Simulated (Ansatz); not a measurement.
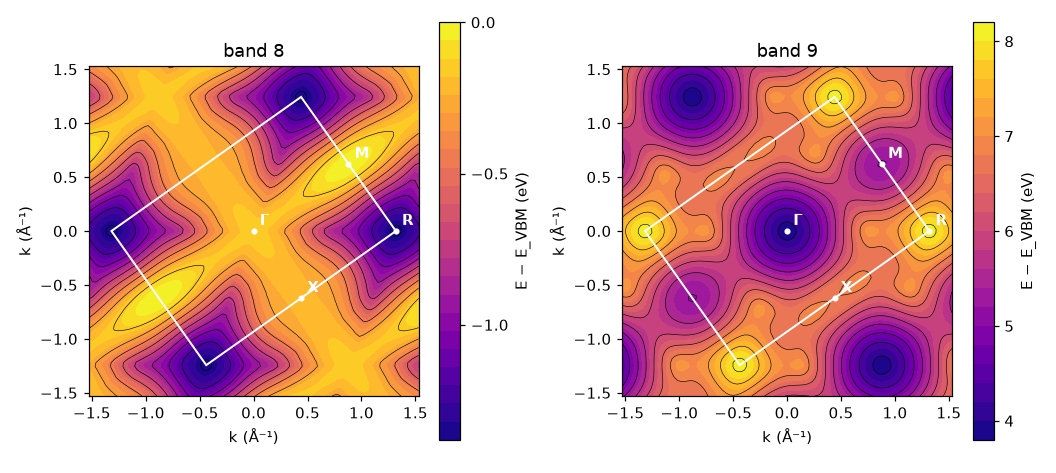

Two bands of RbBr (space group Pm-3m, No. 221) over the plane through Γ, R and M: the highest mostly filled and the lowest mostly empty one.

Computed with DFT PBEsol, scalar-relativistic, plane waves, PAW; levels and slopes on a dense k mesh at the converged density in Ansatz. No spin polarisation. k mesh for the levels: 28×28×28. The geometry was not relaxed. The cell comes from a database of computed structures, not from a measurement.

Give both levels and their distance at the named points.

```csv
point,lower band (eV),upper band (eV),distance (eV)
Γ,−0.16,3.91,4.06
R,−1.36,8.10,9.46
M,0.00,5.18,5.18
X,−0.23,6.80,7.03
```

Where are the band edges of the whole zone?

The valence band has three equivalent maxima at M, principal masses 0.49, 3.59 and 3.59 mₑ; the conduction band has one minimum at Γ, mass 0.31 mₑ in all directions. The gap is indirect, 3.91 eV at this level of theory (semilocal functionals give gaps that are too small, and can reorder valleys that lie close).

Spin-orbit coupling, left out here, can change the gap, its kind, the place of the band edges and the masses, since the compound holds Rb and Br.
